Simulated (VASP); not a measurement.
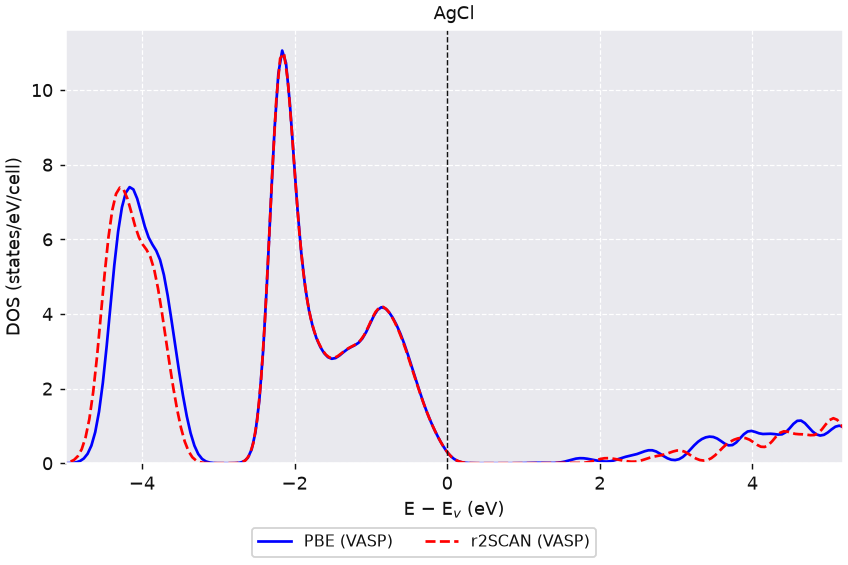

Total densities of states of AgCl, space group I-4m2, 2 atoms in the cell, zincblende type, epitaxial (xy) strain −5.9%, by two methods on the same cell. The curves are built from the levels of the k mesh with Gaussians 0.3 eV wide, which also blur the band edges. Each is counted from its own valence-band top.

**How do the methods compare?**

PBE (VASP) gives a gap of 1.18 eV and r2SCAN (VASP) gives a gap of 1.54 eV.

Settings. PBE (VASP): DFT, PBE, plane waves, PAW, 8×8×8 k mesh, 520 eV cutoff (VASP). r2SCAN (VASP): DFT, r2SCAN, plane waves, PAW, 8×8×8 k mesh, 520 eV cutoff, Gaussian smearing of 0.01 eV (VASP 6.6.1).
